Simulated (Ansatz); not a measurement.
# MgO: what the fields show

Input file:

```
crystal:
  lattice:
    - [2.7557483666, -2.7573628637, 0.0]
    - [2.7557483666, 2.7573628637, 0.0]
    - [0.0, 0.0, 5.6884057846]
  atoms:
    - { symbol: Mg, position: [0.0, 0.0, 0.9980656267] }
    - { symbol: Mg, position: [0.2432110659, 0.2432110659, 0.4029057205] }
    - { symbol: Mg, position: [0.7567889341, 0.7567889341, 0.4029057205] }
    - { symbol: O, position: [0.0, 0.0, 0.6732396996] }
    - { symbol: O, position: [0.7494440501, 0.2505559499, 0.2614416163] }
    - { symbol: O, position: [0.2505559499, 0.7494440501, 0.2614416163] }
basis:
  ecutwfc: 420
kpoints:
  mp_grid: { grid: [8, 8, 6] }
hamiltonian:
  xc: pbe
scf:
  occupations: { method: gaussian, width: 0.02 }
output:
  forces: true
  stress: true
  eigenvalues: true
  write_density: true
  write_potential: true
  elf: true
  volumetric_format: npy
relax:
  adjacent_minimum: "off"
  f_tol: 0.01
  max_steps: 80
  cell: { stress_tol: 0.05 }
```

Launched as:

```sh
ansatz run input.yaml --threads 1 --pin off --max-ram 2560MiB --backend cpu --events-out ev --progress --plain --runs-dir out
```

Below, planes, directions and counts refer to the conventional cell (a = 5.52 Å, b = 5.52 Å, c = 5.69 Å, α = 90.00°, β = 90.00°, γ = 90.00°).

The fields are those of the relaxed geometry.

Space group Cmm2; a structure generated by program, which may or may not match a known phase.

These are results of Ansatz, DFT PBE, scalar-relativistic, plane waves, PAW, not measurements.

Core electrons are frozen (PAW), and the valence fields are smoothed inside the atomic spheres.

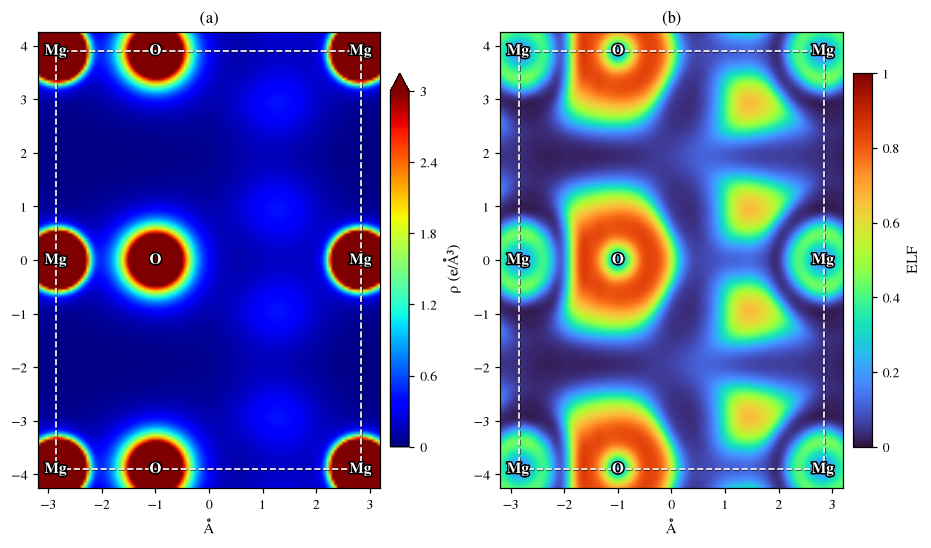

Figure 1. (a) valence pseudo-density; (b) electron localisation function on the (110) plane of the conventional cell.

Question: What does the map show?

Answer: The section cuts through Mg and O sites. Atoms just off the plane (Mg, 0.9 Å away) can leave unmarked features too. Mg–O (1.85 Å): ρ is about 0.61 e/Å³ halfway; the ELF peaks at about 0.85 in the valence shell of O, 0.6 Å from its nucleus, and is about 0.40 at the midpoint: a closed-shell, largely ionic contact. Between the atoms the lowest density in this plane is 0.01 e/Å³.

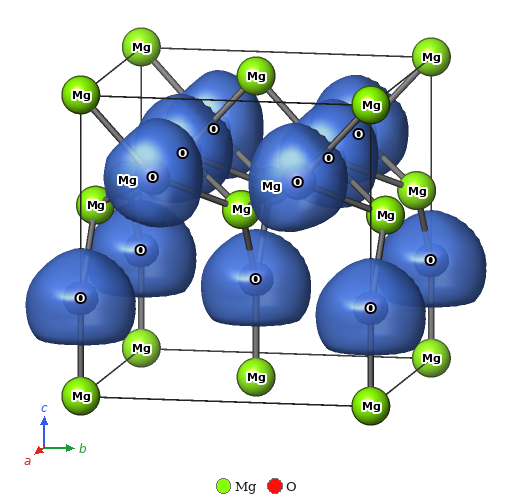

Figure 2. Isosurface of the ELF at 0.65 (blue), seen slightly off an axis. Only the valence region is drawn (cores and ρ < 0.01 e/Å³ removed). Sticks mark near contacts.

Question: What do the ELF domains correspond to?

Answer: The surface consists of six regions wrapped around O (the valence shell of each), counted in one cell of 12 atoms. Any copies at cell faces, edges or corners count once.


 Mg–O (2.04 Å): the ELF peaks at about 0.80 in the valence shell of O, 0.6 Å from its nucleus, and is about 0.35 at the midpoint; a largely ionic contact.

Question: Does the calculation make it a metal, or give it a gap?

Answer: It is gapped, with a Kohn–Sham gap of 1.4 eV on the k-point mesh (the band edges may lie off the mesh, which would make the gap smaller).
